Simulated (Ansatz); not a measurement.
# Run report: TiO, geometry relaxation (part 2 of 2)

The same run, continued: TiO (P-6m2, 2 atoms in the cell); DFT r2SCAN+U, scalar-relativistic, plane waves, PAW, Ueff = 4 eV on Ti d, spin-polarised (Ansatz 0.2.0); cutoff 500 eV, 18×18×14 k-mesh, Gaussian smearing of 0.1 eV, collinear spins. The structure derives from an entry of the Crystallography Open Database.

**The program's output, continued**
```
SCF iter   1: F=—  HF=-3072.259957 eV  |F-HF|=—  |Δ(HF+E_count)|=         —  Δρ=8.05e-5 (↑8.05e-5 ↓3.31e-5)  dr2=3.65e-7  dr2_τ=1.17e-6  dr2_m=5.27e-7  M=2.000 μB ∫|m|=2.007 μB  β_m=1.00  ethr=1.37e-9  ⟨swp⟩=3.0  Hψ=48364  notcnv=0
SCF iter   2: F=—  HF=-3072.259962 eV  |F-HF|=—  |Δ(HF+E_count)|=   5.04e-6  Δρ=3.03e-5 (↑3.03e-5 ↓2.12e-5)  dr2=1.73e-7  dr2_τ=9.09e-9  dr2_m=6.37e-9  M=2.000 μB ∫|m|=2.007 μB  β_m=1.00  ethr=1.37e-9  ⟨swp⟩=2.0  Hψ=13651  notcnv=0  κ⁻¹=1.0e0(r=1)
SCF iter   3: F=—  HF=-3072.259963 eV  |F-HF|=—  |Δ(HF+E_count)|=   1.05e-7  Δρ=1.72e-5 (↑1.72e-5 ↓1.71e-5)  dr2=7.34e-8  dr2_τ=4.32e-9  dr2_m=1.17e-10  M=2.000 μB ∫|m|=2.007 μB  β_m=1.00  ethr=9.61e-10  ⟨swp⟩=1.5  Hψ=10620  notcnv=0  κ⁻¹=1.7e-2(r=2)
SCF iter   4: F=—  HF=-3072.259963 eV  |F-HF|=—  |Δ(HF+E_count)|=   9.46e-8  Δρ=4.58e-6 (↑3.40e-6 ↓4.58e-6)  dr2=3.09e-9  dr2_τ=2.62e-10  dr2_m=1.33e-10  M=2.000 μB ∫|m|=2.007 μB  β_m=1.00  ethr=4.08e-10  ⟨swp⟩=2.8  Hψ=13825  notcnv=0  κ⁻¹=2.5e-3(r=3)
SCF iter   5: F=—  HF=-3072.259963 eV  |F-HF|=—  |Δ(HF+E_count)|=   7.31e-9  Δρ=1.37e-6 (↑1.32e-6 ↓1.37e-6)  dr2=5.12e-10  dr2_τ=2.45e-11  dr2_m=6.49e-12  M=2.000 μB ∫|m|=2.007 μB  β_m=1.00  ethr=1.72e-11  ⟨swp⟩=2.1  Hψ=11817  notcnv=0  κ⁻¹=2.5e-4(r=4)
SCF iter   6: F=—  HF=-3072.259963 eV  |F-HF|=—  |Δ(HF+E_count)|=  7.49e-10  Δρ=4.22e-7 (↑4.20e-7 ↓4.22e-7)  dr2=4.70e-11  dr2_τ=2.16e-12  dr2_m=1.18e-12  M=2.000 μB ∫|m|=2.007 μB  β_m=1.00  ethr=2.85e-12  ⟨swp⟩=2.1  Hψ=12939  notcnv=0  κ⁻¹=1.6e-5(r=5)
SCF iter   7: F=-3072.259963 eV  HF=-3072.259963 eV  |F-HF|=1.00e-11  |Δ(HF+E_count)|=  8.37e-11  Δρ=1.61e-7 (↑1.61e-7 ↓1.58e-7)  dr2=7.71e-12  dr2_τ=3.04e-13  dr2_m=3.28e-13  M=2.000 μB ∫|m|=2.007 μB  ethr=1.00e-12  ⟨swp⟩=5.1  Hψ=28652  notcnv=0
SCF 3 converged in 7 iterations: F = -3072.259963 eV  dr2 = 7.71e-12
relax step   3: F+E_penalty+E_count = -3072.25996270 eV  Δ(F+E_penalty+E_count) = -8.873e-6 eV  max|allowed force component| = 3.643e-17 eV/Å  Δτ_max = 0.0000 Å  P = -0.001 GPa  Ω = 22.762 Å³  energy of the carried Pulay correction = +2.773e-6 eV  (7 SCF iters, accepted)
Initial wavefunctions: pseudopotential atomic-orbital guess (no wavefunctions were taken with the density)
iter 1 solved again at ethr=4.51e-10 eV; its pass at ethr=3.10e-3 eV (dr2=8.11e-8 eV) is discarded
SCF iter   1: F=—  HF=-3072.259959 eV  |F-HF|=—  |Δ(HF+E_count)|=         —  Δρ=8.09e-7 (↑8.09e-7 ↓6.42e-7)  dr2=4.97e-11  dr2_τ=9.30e-11  dr2_m=9.46e-12  M=2.000 μB ∫|m|=2.007 μB  β_m=1.00  ethr=4.51e-10  ⟨swp⟩=3.2  Hψ=65539  notcnv=0
SCF iter   2: F=—  HF=-3072.259959 eV  |F-HF|=—  |Δ(HF+E_count)|=  1.50e-10  Δρ=4.96e-7 (↑4.96e-7 ↓4.79e-7)  dr2=2.42e-11  dr2_τ=9.70e-12  dr2_m=1.39e-13  M=2.000 μB ∫|m|=2.007 μB  β_m=1.00  ethr=1.00e-12  ⟨swp⟩=2.5  Hψ=13203  notcnv=0  κ⁻¹=1.0e0(r=1)
SCF iter   3: F=-3072.259959 eV  HF=-3072.259959 eV  |F-HF|=2.18e-11  |Δ(HF+E_count)|=  4.37e-11  Δρ=2.77e-7 (↑2.70e-7 ↓2.77e-7)  dr2=7.62e-12  dr2_τ=3.21e-12  dr2_m=1.50e-14  M=2.000 μB ∫|m|=2.007 μB  ethr=1.00e-12  ⟨swp⟩=3.3  Hψ=28458  notcnv=0
SCF 4 converged in 3 iterations: F = -3072.259959 eV  dr2 = 7.62e-12
relax step   4: F+E_penalty+E_count = -3072.25995950 eV  Δ(F+E_penalty+E_count) = +3.203e-6 eV  max|allowed force component| = 7.401e-17 eV/Å  Δτ_max = 0.0000 Å  P = -0.001 GPa  Ω = 22.762 Å³  stress off target by 1.04e-3 GPa  SCF on the basis re-selected at this cell (its energy is not comparable with the rows above)  (3 SCF iters)
```

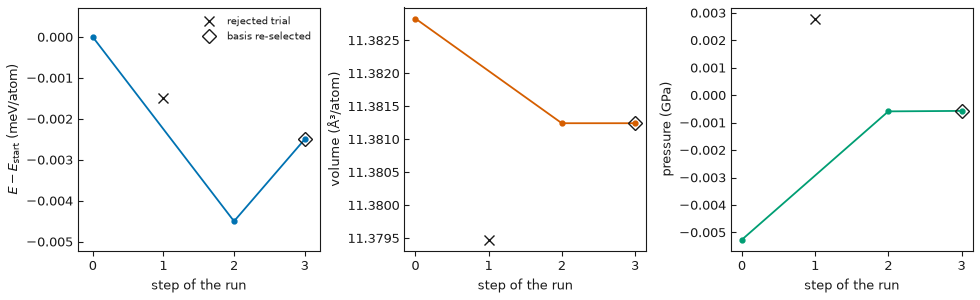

Figure 1. Progress of the relaxation, step by step (the first geometry is step 0 here and step 1 in the log). After 2 geometry steps the energy has fallen by next to nothing (0.0 meV per atom). All forces vanish by symmetry, so only the cell relaxes. Pressure: −0.01 GPa at the start and 0.00 GPa at the end. The line search rejected the trial step at point 1 (counted from 0) and went back. No atom moves by more than 0.005 Å relative to the cell. The space group stays P-6m2 (No. 187). A last SCF at the same geometry on a re-selected plane-wave basis shifts the energy by +0.0 meV per atom.

```
basis re-selected at this cell: Δ(F+E_penalty+E_count) = +3.203e-6 eV, ΔP = +0.000 GPa vs the last step (what re-selecting the basis moved, of the pressure what is left beyond the Pulay correction that the steps carried, after the strain that the cell walked since its last selection, with what the two solves' SCF thresholds leave and, on support functions, any second-order correction that the steps lacked; it is no measure of the basis error at this ecutwfc). This SCF's stress stands 1.04e-3 GPa from its target on what of the cell is left free (relax.cell.stress_tol is 5.00e-2 GPa) and its largest allowed force component is 7.40e-17 eV/Å (relax.f_tol is 5.00e-3 eV/Å): within both
SCF converged after 3 iterations
Stability not checked: this state was not tested for a lower state beside it, because the mixer in use, unlike msr1, does not test its closes by its own steps (another_mixer; see scf.mixing.algorithm and scf.lower_state_search)
Magnetization: 2.0000 μB (10.0000 up, 8.0000 down)
Absolute magnetization: 2.0073 μB (∫|ρ↑−ρ↓|, with the PAW one-centre terms)
Spin contamination: 0.0140 ħ² per cell (⟨S²⟩ above its minimum at these occupations)
Per-site moments (μB) at R_I (Å): [(1.400769509831442, 0.9333934955289127), (0.014017882911824028, 0.9333934955289127)]
Free energy (F): -3072.259959 eV
Harris-Foulkes:  -3072.259959 eV  (|F-HF|=2.18e-11)
Internal energy: -3072.257759 eV  (E = F + TS)
E sigma→0 (E₀):  -3072.258859 eV
Entropy (-TS):   -0.002201 eV (-1.100 meV/atom)
Fermi energy:    14.244122 eV
--- Per-component energies (eV) ---
  E_band       = -153.643067
  E_kinetic    = 450.613940
  E_local      = -1044.282793  (includes V_loc(G=0)·N_el)
  E_nonlocal   = 59.437819
  E_hartree    = 412.541451
  E_xc         = -167.135793
  E_vxc        = -239.434319  (∫ρ·V_xc dr)
  E_hubbard    = 2.044321  (on-site DFT+U / exact-exchange correction)
  E_vhub       = -1.049738  (the Hubbard potential's part of the band-sum identity)
  E_paw        = -1219.074685  (= ΣΔE_a)
  E_vpaw       = -220.015413  (= ΣTr[D̂ρ^β])
  E_aug_tail   = 0.001175  (compensation charges beyond the density's cutoff)
  E_vtau       = 16.003341  (kinetic-family band-sum trace: ∫τ·v_τ [+ j·A + Jᵃ·Aᵃ] dr)
  E_ewald      = -1566.117794
  E_core_change = -0.285398  (= ΣΔE_core)
  E_smearing   = -0.002201  (= −TS)
  E_closure    = 0.000000  (closes the sum)
  Σ components = -3072.259959   (vs F -3072.259959, Δ=0.00e0)
--- Forces (eV/Å), atoms counted from 1 ---
  atom   1  Ti     0.00000000     0.00000000     0.00000000
  atom   2  O      0.00000000     0.00000000     0.00000000
  max |Σ_I F_I| component: 1.48e-16 eV/Å
--- Stress (GPa, compression-positive) ---
       -0.001044      -0.000000       0.000000
        0.000000      -0.001044       0.000000
        0.000000       0.000000       0.000368
  P = ⅓ Tr σ = -0.0006 GPa (-0.006 kbar)
--- Band table (eV; the first three rows and the last of 592) ---
  k-point 0 ↑: bands = ["-46.3849", "-21.5507", "-21.5507", "-21.3277", "-7.4132", "8.5999", "8.9825", "8.9825", "9.7098", "14.1200", "15.0321", "15.0321", "17.9081", "17.9081"]
  k-point 1 ↑: bands = ["-46.3827", "-21.5489", "-21.5489", "-21.3534", "-7.3691", "8.2917", "9.0157", "9.0157", "9.9130", "14.3380", "14.9321", "14.9321", "17.9123", "17.9123"]
  k-point 2 ↑: bands = ["-46.3771", "-21.5437", "-21.5437", "-21.4244", "-7.2444", "7.6290", "9.1113", "9.1113", "10.3448", "14.6680", "14.6680", "14.9102", "17.9034", "17.9034"]
  k-point 295 ↓: bands = ["-44.3924", "-19.8704", "-19.8329", "-19.6702", "-6.2292", "7.3631", "7.5867", "8.8191", "17.1094", "18.1765", "19.6854", "19.9762", "20.7533", "23.1809"]
Occupation matrices written to [file]
--- Relaxed structure (3 steps of the walk, 2 accepted, 1 SCFs on fresh bases) ---
  F+E_penalty+E_count = -3072.25995950 eV   max|allowed force component| = 7.401e-17 eV/Å   (the final SCF, on the basis selected at the relaxed cell)
  cell:  # Å, volume = 22.7625 Å³
    - [3.0150604060048565, -2.8860289595907627e-11, 0.0]
    - [-1.5075302029774345, 2.6111189055592594, 0.0]
    - [0.0, 0.0, 2.891325790149824]
  atoms:
    - { symbol: Ti, position: [0.6666666666666665, 0.3333333333333333, 0.0] }
    - { symbol: O, position: [-2.7755575615628914e-17, 9.832083069333801e-35, 0.49999999999999994] }
--- Löwdin populations: 2 sites ---
  site symbol       q [e]    m [muB]
     0     Ti     10.9631     1.9660
     1      O      6.9324    -0.0056
  spilling = 0.005805 (of n_electrons = 18.000000)
```

**File populations.tsv**
```
# site	symbol	l	j	q_up	q_dn
# orbitals = lowdin
# n_electrons = 18.000000
# spilling = 0.005805
# projection_atom_Ti: [Ne] 3s2 3p6 3d2 4s2
# projection_atom_O: [He] 2s2 2p4
0	Ti	0_3S	-	0.968791	0.965483
0	Ti	0_4S	-	0.259021	0.202324
0	Ti	1_3P	-	2.995097	2.992744
0	Ti	2_3D	-	2.241666	0.337988
1	O	0_2S	-	0.889834	0.885694
1	O	1_2P	-	2.573579	2.583286
```

**Trajectory as extended XYZ (Å, eV, eV/Å), 4 frames, from step=1 to step=4**
```
2
Lattice="3.0158 0.0000 0.0000 -1.5079 2.6118 0.0000 0.0000 0.0000 2.8903" Properties=species:S:1:pos:R:3:forces:R:3 step=1 energy=-3072.25995 pressure_GPa=-0.01
Ti    1.5079    0.8706    0.0000    0.0000   0.0000   0.0000
O     0.0000    0.0000    1.4452    0.0000   0.0000   0.0000
2
Lattice="3.0142 0.0000 0.0000 -1.5071 2.6103 0.0000 0.0000 0.0000 2.8926" Properties=species:S:1:pos:R:3:forces:R:3 step=2 energy=-3072.25996 pressure_GPa=0.00 accepted=F
Ti    1.5071    0.8701    0.0000    0.0000   0.0000   0.0000
O     0.0000    0.0000    1.4463    0.0000   0.0000   0.0000
2
Lattice="3.0151 0.0000 0.0000 -1.5075 2.6111 0.0000 0.0000 0.0000 2.8913" Properties=species:S:1:pos:R:3:forces:R:3 step=3 energy=-3072.25996 pressure_GPa=-0.00
Ti    1.5075    0.8704    0.0000    0.0000   0.0000   0.0000
O     0.0000    0.0000    1.4457    0.0000   0.0000   0.0000
2
Lattice="3.0151 0.0000 0.0000 -1.5075 2.6111 0.0000 0.0000 0.0000 2.8913" Properties=species:S:1:pos:R:3:forces:R:3 step=4 energy=-3072.25996 pressure_GPa=-0.00
Ti    1.5075    0.8704    0.0000    0.0000   0.0000   0.0000
O     0.0000    0.0000    1.4457    0.0000   0.0000   0.0000
```

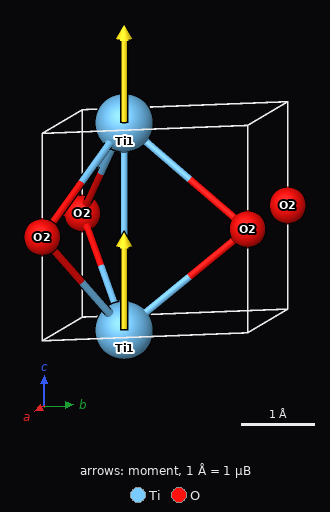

Figure 2. Magnetic moments of the sites as yellow arrows (ball-and-stick view of the cell of the calculation, seen slightly off an axis; atoms are numbered from 1 in the order of the input); small moments hardly show. The run is collinear, so the axis drawn is arbitrary. Site moments: Ti1 (1.40 μB). They are counted near the atoms and needn't add up to the moment of the cell.

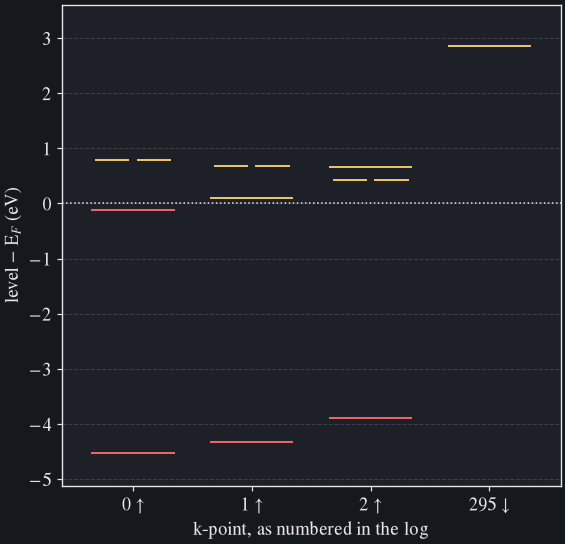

Figure 3. Kohn–Sham levels near the Fermi level (dotted) at the few k-points that the log prints; levels within 0.02 eV of each other stand side by side. The system is metallic on the full mesh.

The run was set up as follows.

**Input file**
```yaml
crystal:
  lattice:
    - [3.0158035715, 0.0, 0.0]
    - [-1.5079017857, 2.6117625057, 0.0]
    - [0.0, 0.0, 2.8903030607]
  atoms:
    - { symbol: Ti, position: [0.6666666667, 0.3333333333, 0.0], spin: 1.54 }
    - { symbol: O, position: [0.0, 0.0, 0.5] }
basis:
  ecutwfc: 500
kpoints:
  mp_grid: { grid: [18, 18, 14] }
hamiltonian:
  xc: r2scan
  hubbard: { sites: [{ species: Ti, l: d, u_eff: 4.0 }] }
scf:
  occupations: { method: gaussian, width: 0.1 }
output:
  forces: true
  stress: true
  eigenvalues: true
  populations: true
magnetization:
  spin_polarized: true
relax:
  adjacent_minimum: "off"
  f_tol: 0.005
  max_steps: 80
  cell: { stress_tol: 0.05 }
```

Launched with:
```bash
ansatz run input.yaml --threads 1 --pin off --max-ram 2560MiB --backend cpu --events-out ev --progress --plain --runs-dir out
```

**Summary**

```tsv
quantity	value
outcome	converged
space group (tolerance 0.01 Å)	P-6m2 (187)
electrons treated	18
free energy	−3072.2600 eV
Fermi energy	14.244 eV
gap on the k-point mesh	none (metallic)
net moment of the cell	2.00 μB
integrated absolute moment	2.01 μB
pressure	0.00 GPa
final volume	22.76 Å³
largest force (length of the vector) at the end	under 0.001 eV/Å
final cell	a = 3.015 Å, b = 3.015 Å, c = 2.891 Å, α = 90.00°, β = 90.00°, γ = 120.00°
hardware	1 thread of Oxide Virtual Turin-like (Zen 5), 32 GiB of memory available, shared host
wall time	2.6 min
peak memory	0.8 GiB
```

The electronic state found may not be the lowest one.
